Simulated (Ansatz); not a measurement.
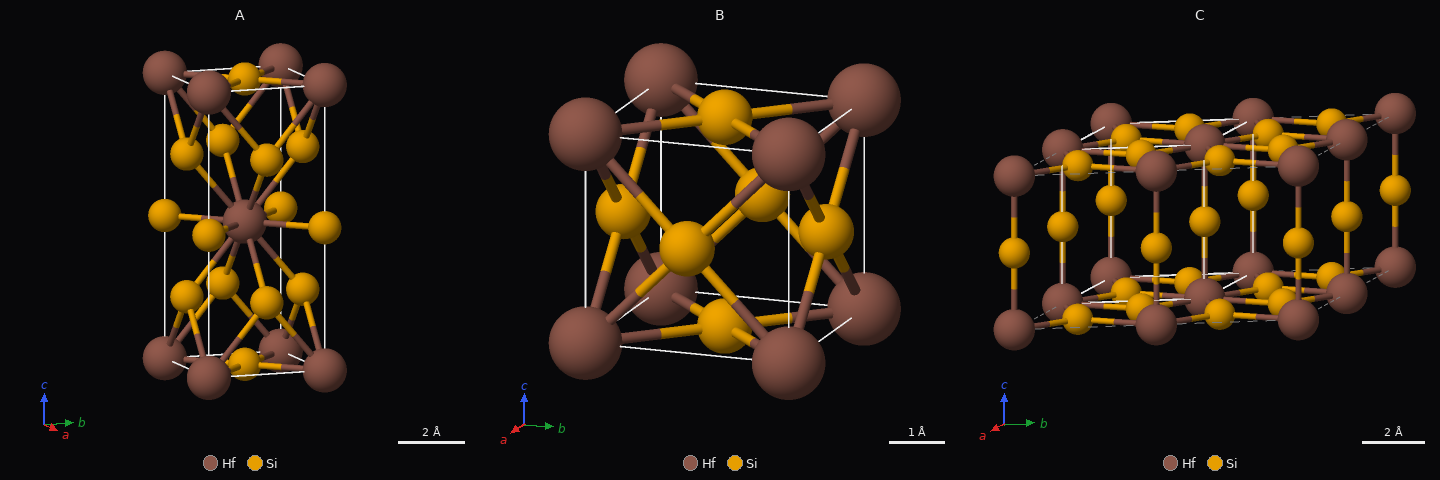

Three structures of HfSi3, each relaxed to rest (conventional cells in solid outline, small ones repeated, each panel with its own scale). Method: Ansatz, DFT PBE, scalar-relativistic, plane waves, PAW, without spin polarisation.

### Give the type and space group of each panel.

A: 8 atoms a cell on a body-centred tetragonal lattice, I4/mmm; B: Cu₃Au (L1₂) type, Pm-3m; C: 4 atoms a cell on a primitive hexagonal lattice, P6/mmm.

### Which of these is lowest in energy, and how far above it do the others lie?

A, then B (+67 meV/atom) and C (+847 meV/atom), energies at zero smearing.

### Collect the results in a table.

| panel | structure | E − E(lowest) (meV/atom) | volume (Å³/atom) | gap (eV) |
| --- | --- | --- | --- | --- |
| A | I4/mmm | 0 | 15.8 | metal |
| B | Pm-3m | 67 | 15.7 | metal |
| C | P6/mmm | 847 | 24.5 | metal |

Some of these may be structure types tried for this composition rather than known phases, and the most stable form need not be among them. Gaps are taken on the k-mesh or band path of each run.
